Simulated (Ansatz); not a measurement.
# Al: a changed input and its effect

System: Al (C2/m, 6 atoms in the cell).
Method of run A: DFT PBE+D3(BJ), scalar-relativistic, plane waves, PAW, PAW set soft_1, no spin polarisation (Ansatz 0.2.0).

The structure derives from a Materials Project entry. Text and figures count atoms from 1; the logs count them from 0 in places.

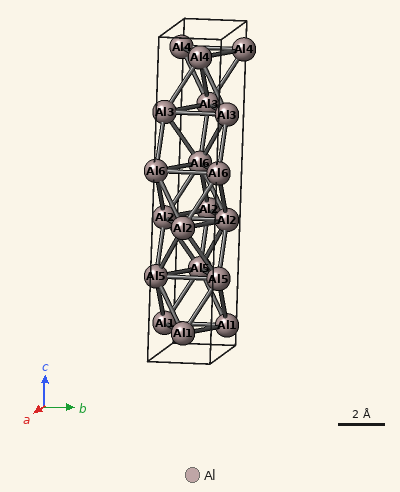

The structure as given in the input (ball-and-stick view of the cell 2 times as large as that of the calculation, set on its symmetry axes, seen slightly off an axis; atoms are numbered from 1 in the order of the input). An atom can appear more than once, as a periodic image.

## The input, run A
```yaml
crystal:
  lattice:
    - [-2.803570076, 0.0, 0.0]
    - [-1.401785038, -2.4279629071, 0.0]
    - [-0.9345233587, -1.0790946254, 14.0252688885]
  atoms:
    - { symbol: Al, position: [0.6574055556, 0.6296222222, 0.08335] }
    - { symbol: Al, position: [0.6203685185, 0.4814740741, 0.4166833333] }
    - { symbol: Al, position: [0.5833314815, 0.3333259259, 0.7500166667] }
    - { symbol: Al, position: [0.2314796296, -0.0740814815, 0.9166833333] }
    - { symbol: Al, position: [0.3055537037, 0.2222148148, 0.2500166667] }
    - { symbol: Al, position: [0.2685166667, 0.0740666667, 0.58335] }
basis:
  ecutwfc: 420
kpoints:
  mp_grid: { grid: [18, 18, 3] }
hamiltonian:
  xc: pbe
  pseudopotentials: { kind: paw, azcp: { folder: soft_1 } }
  dispersion: d3bj
scf:
  occupations: { method: gaussian, width: 0.15 }
output:
  forces: true
  stress: true
  eigenvalues: true
  write_density: true
  write_potential: true
  elf: true
  volumetric_format: npy
```

Launched with:
```bash
ansatz run input.yaml --threads 2 --pin off --max-ram 4096MiB --backend cpu --events-out ev --progress --plain --runs-dir out
```

Hardware: 2 threads of Arm Neoverse N1, 98 GiB of memory available, shared host.

## Output, shortened to warnings, some set-up lines, iterations and results (run A)
```
Warning: crystal.symmetry: narrowed to the stabiliser of the k-point mesh — unitary ops 4 → 2; excluded 2 operations that carry a point of the 18×18×3 mesh (shift [0, 0, 0]) off the mesh (the run samples exactly the mesh kpoints.mp_grid names, as under crystal.symmetry.detect: false, and its converged state has the mesh's symmetry, not the crystal's; ε∞, the Born charges and the force constants …
Basis set: ecut = 420 eV, 1883 PW (Γ), exchange–correlation on 40×40×192 points (8 copies of the dense FFT grid, shifted against one another)
Symmetry: 2 space group operations
k-points: 488 of 972
Initial density: superposition of atomic densities (chi_scale 0.1, normalization cell)
[...]
SCF iter   1: F=—  HF=-3227.074288 eV  |F-HF|=—  |Δ(HF+E_count)|=         —  Δρ=2.30e-2  dr2=5.42e-1  ethr=3.10e-3  ⟨swp⟩=6.3  Hψ=46585  notcnv=0  defer=1
SCF iter   2: F=—  HF=-3226.979259 eV  |F-HF|=—  |Δ(HF+E_count)|=   9.50e-2  Δρ=1.52e-2  dr2=2.42e-1  ethr=3.01e-3  ⟨swp⟩=1.0  Hψ=11225  notcnv=0  defer=5
SCF iter   3: F=—  HF=-3226.854549 eV  |F-HF|=—  |Δ(HF+E_count)|=   1.25e-1  Δρ=7.38e-4  dr2=1.77e-2  ethr=1.35e-3  ⟨swp⟩=1.0  Hψ=6862  notcnv=0  defer=72
SCF iter   4: F=—  HF=-3226.854701 eV  |F-HF|=—  |Δ(HF+E_count)|=   1.52e-4  Δρ=8.98e-4  dr2=3.23e-2  ethr=9.83e-5  ⟨swp⟩=1.5  Hψ=7388  notcnv=0  defer=72
SCF iter   5: F=—  HF=-3226.853316 eV  |F-HF|=—  |Δ(HF+E_count)|=   1.39e-3  Δρ=1.12e-4  dr2=5.44e-5  ethr=9.83e-5  ⟨swp⟩=1.1  Hψ=6963  notcnv=0  defer=72
SCF iter   6: F=—  HF=-3226.853351 eV  |F-HF|=—  |Δ(HF+E_count)|=   3.48e-5  Δρ=7.41e-5  dr2=3.51e-5  ethr=3.02e-7  ⟨swp⟩=2.0  Hψ=10617  notcnv=0  defer=476
SCF iter   7: F=—  HF=-3226.853344 eV  |F-HF|=—  |Δ(HF+E_count)|=   6.16e-6  Δρ=2.84e-5  dr2=3.55e-6  ethr=1.95e-7  ⟨swp⟩=1.8  Hψ=8554  notcnv=0  defer=476
SCF iter   8: F=—  HF=-3226.853344 eV  |F-HF|=—  |Δ(HF+E_count)|=   9.09e-7  Δρ=6.55e-6  dr2=1.29e-7  ethr=1.97e-8  ⟨swp⟩=2.2  Hψ=10119  notcnv=0  defer=476
SCF iter   9: F=-3226.853344 eV  HF=-3226.853344 eV  |F-HF|=1.24e-9  |Δ(HF+E_count)|=   2.24e-8  Δρ=1.62e-6  dr2=3.07e-9  ethr=5.56e-10  ⟨swp⟩=8.9  Hψ=39557  notcnv=0
SCF 1 converged in 9 iterations: F = -3226.853344 eV  dr2 = 3.07e-9
SCF converged after 9 iterations
Free energy (F): -3226.853344 eV
Harris-Foulkes:  -3226.853344 eV  (|F-HF|=1.24e-9)
Internal energy: -3226.827465 eV  (E = F + TS)
E sigma→0 (E₀):  -3226.840404 eV
Entropy (-TS):   -0.025879 eV (-4.313 meV/atom)
Fermi energy:    8.293786 eV
--- Per-component energies (eV) ---
  E_band       = 68.358248
  E_kinetic    = 138.290229
  E_local      = 66.060972  (includes V_loc(G=0)·N_el)
  E_nonlocal   = 60.979031
  E_hartree    = 0.647530
  E_xc         = -227.608350
  E_vxc        = -176.918867  (∫ρ·V_xc dr)
  E_paw        = -2816.870136  (= ΣΔE_a)
  E_vpaw       = -21.348169  (= ΣTr[D̂ρ^β])
  E_aug_tail   = -0.000016  (compensation charges beyond the density's cutoff)
  E_ewald      = -446.230557
  E_disp       = -2.096168  (pairwise vdW)
  E_smearing   = -0.025879  (= −TS)
  E_closure    = 0.000000  (closes the sum)
  Σ components = -3226.853344   (vs F -3226.853344, Δ=0.00e0)
--- Forces (eV/Å), atoms counted from 1 ---
  atom   1  Al    -0.35472641     0.20377105     0.34876005
  atom   2  Al    -0.00938266     0.00443717     0.01009168
  atom   3  Al    -0.00056233    -0.00020336     0.03094671
  atom   4  Al     0.35472641    -0.20377105    -0.34876005
  atom   5  Al     0.00056233     0.00020336    -0.03094671
  atom   6  Al     0.00938266    -0.00443717    -0.01009168
  max |Σ_I F_I| component: 3.12e-17 eV/Å
--- Stress (GPa, compression-positive) ---
        0.469328       0.403388      -1.728290
        0.403388       0.919358       1.102072
       -1.728290       1.102072       0.059897
  P = ⅓ Tr σ = 0.4829 GPa (4.829 kbar)
```

For run B the input was changed thus:
```diff
-  mp_grid: { grid: [18, 18, 3] }
+  mp_grid: { grid: [12, 12, 2] }
-  write_density: true
-  write_potential: true
-  elf: true
-  volumetric_format: npy
```

What does this change do to the results?

The free energy of run B is 2.5 meV per atom lower, which measures how much it depends on this numerical setting. The number of SCF iterations is the same. The irreducible k-points go from 488 to 148. On the same kind of shared host run B took about 0.25 times as long.

## Output, shortened to warnings, some set-up lines, iterations and results (run B)
```
Warning: crystal.symmetry: narrowed to the stabiliser of the k-point mesh — unitary ops 4 → 2; excluded 2 operations that carry a point of the 12×12×2 mesh (shift [0, 0, 0]) off the mesh (the run samples exactly the mesh kpoints.mp_grid names, as under crystal.symmetry.detect: false, and its converged state has the mesh's symmetry, not the crystal's; ε∞, the Born charges and the force constants …
Basis set: ecut = 420 eV, 1883 PW (Γ), exchange–correlation on 40×40×192 points (8 copies of the dense FFT grid, shifted against one another)
Symmetry: 2 space group operations
k-points: 148 of 288
Initial density: superposition of atomic densities (chi_scale 0.1, normalization cell)
[...]
SCF iter   1: F=—  HF=-3227.090641 eV  |F-HF|=—  |Δ(HF+E_count)|=         —  Δρ=2.30e-2  dr2=5.60e-1  ethr=3.10e-3  ⟨swp⟩=6.4  Hψ=14281  notcnv=0  defer=3
SCF iter   2: F=—  HF=-3226.995308 eV  |F-HF|=—  |Δ(HF+E_count)|=   9.53e-2  Δρ=1.53e-2  dr2=2.55e-1  ethr=3.10e-3  ⟨swp⟩=1.0  Hψ=3405  notcnv=0  defer=5
SCF iter   3: F=—  HF=-3226.871657 eV  |F-HF|=—  |Δ(HF+E_count)|=   1.24e-1  Δρ=1.27e-3  dr2=6.11e-2  ethr=1.42e-3  ⟨swp⟩=1.1  Hψ=2093  notcnv=0  defer=25
SCF iter   4: F=—  HF=-3226.869524 eV  |F-HF|=—  |Δ(HF+E_count)|=   2.13e-3  Δρ=7.09e-4  dr2=1.90e-2  ethr=3.39e-4  ⟨swp⟩=1.3  Hψ=2167  notcnv=0  defer=25
SCF iter   5: F=—  HF=-3226.868692 eV  |F-HF|=—  |Δ(HF+E_count)|=   8.31e-4  Δρ=2.73e-4  dr2=2.40e-3  ethr=1.06e-4  ⟨swp⟩=1.0  Hψ=2077  notcnv=0  defer=25
SCF iter   6: F=—  HF=-3226.868565 eV  |F-HF|=—  |Δ(HF+E_count)|=   1.28e-4  Δρ=9.78e-5  dr2=1.62e-4  ethr=1.33e-5  ⟨swp⟩=1.0  Hψ=2082  notcnv=0  defer=25
SCF iter   7: F=—  HF=-3226.868551 eV  |F-HF|=—  |Δ(HF+E_count)|=   1.38e-5  Δρ=1.85e-5  dr2=2.58e-6  ethr=9.02e-7  ⟨swp⟩=1.3  Hψ=2334  notcnv=0  defer=25
SCF iter   8: F=—  HF=-3226.868595 eV  |F-HF|=—  |Δ(HF+E_count)|=   4.34e-5  Δρ=5.96e-6  dr2=6.67e-8  ethr=5.56e-10  ⟨swp⟩=5.8  Hψ=10661  notcnv=0
SCF iter   9: F=-3226.868595 eV  HF=-3226.868595 eV  |F-HF|=1.04e-9  |Δ(HF+E_count)|=   1.37e-9  Δρ=2.23e-6  dr2=3.16e-9  ethr=3.71e-10  ⟨swp⟩=2.0  Hψ=6616  notcnv=0
SCF 1 converged in 9 iterations: F = -3226.868595 eV  dr2 = 3.16e-9
SCF converged after 9 iterations
Free energy (F): -3226.868595 eV
Harris-Foulkes:  -3226.868595 eV  (|F-HF|=1.04e-9)
Internal energy: -3226.842673 eV  (E = F + TS)
E sigma→0 (E₀):  -3226.855634 eV
Entropy (-TS):   -0.025921 eV (-4.320 meV/atom)
Fermi energy:    8.331829 eV
--- Per-component energies (eV) ---
  E_band       = 68.341439
  E_kinetic    = 138.269763
  E_local      = 66.077137  (includes V_loc(G=0)·N_el)
  E_nonlocal   = 60.962161
  E_hartree    = 0.646336
  E_xc         = -227.605856
  E_vxc        = -176.916550  (∫ρ·V_xc dr)
  E_paw        = -2816.865474  (= ΣΔE_a)
  E_vpaw       = -21.343763  (= ΣTr[D̂ρ^β])
  E_aug_tail   = -0.000016  (compensation charges beyond the density's cutoff)
  E_ewald      = -446.230557
  E_disp       = -2.096168  (pairwise vdW)
  E_smearing   = -0.025921  (= −TS)
  E_closure    = 0.000000  (closes the sum)
  Σ components = -3226.868595   (vs F -3226.868595, Δ=0.00e0)
--- Forces (eV/Å), atoms counted from 1 ---
  atom   1  Al    -0.36194542     0.20429861     0.33839524
  atom   2  Al    -0.00284719     0.00498476    -0.00484109
  atom   3  Al     0.00531364    -0.00343433     0.05017659
  atom   4  Al     0.36194542    -0.20429861    -0.33839524
  atom   5  Al    -0.00531364     0.00343433    -0.05017659
  atom   6  Al     0.00284719    -0.00498476     0.00484109
  max |Σ_I F_I| component: 1.21e-17 eV/Å
--- Stress (GPa, compression-positive) ---
        1.220447      -0.343406      -1.125265
       -0.343406       1.549134       1.610274
       -1.125265       1.610274      -1.477017
  P = ⅓ Tr σ = 0.4309 GPa (4.309 kbar)
```

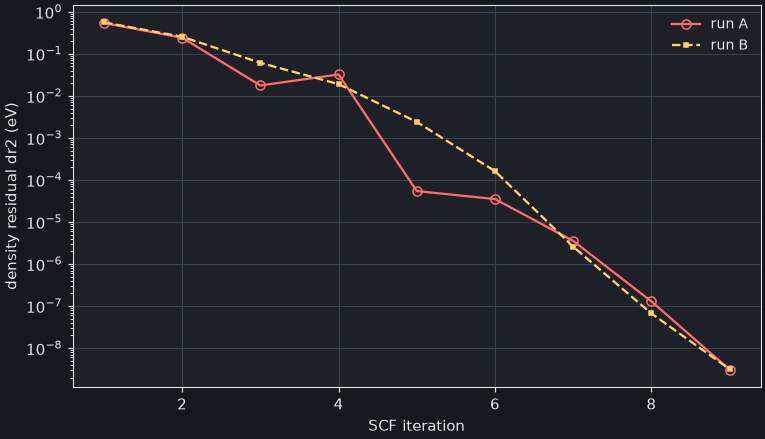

Convergence of the two runs: density residual dr2 against the SCF iteration. Run A takes 9 iterations in all, and run B takes 9.

## The two runs side by side

```csv
quantity,run A,run B
outcome,converged,converged
free energy per atom (eV),−537.8089,−537.8114
"energy per atom, smearing taken to zero (eV)",−537.8067,−537.8093
gap on the mesh (eV),0.00,0.00
pressure (GPa),0.48,0.43
largest force (eV/Å),0.538,0.536
SCF iterations,9,9
irreducible k-points,488,148
plane waves at Γ,1883,1883
wall time (shared host),51 s,13 s
```

For both runs: Warnings: the k-point mesh lowers the symmetry that the run can use. For run B: These settings are looser than, or depart from, a standard set-up, so the numbers are not reference values for this system.
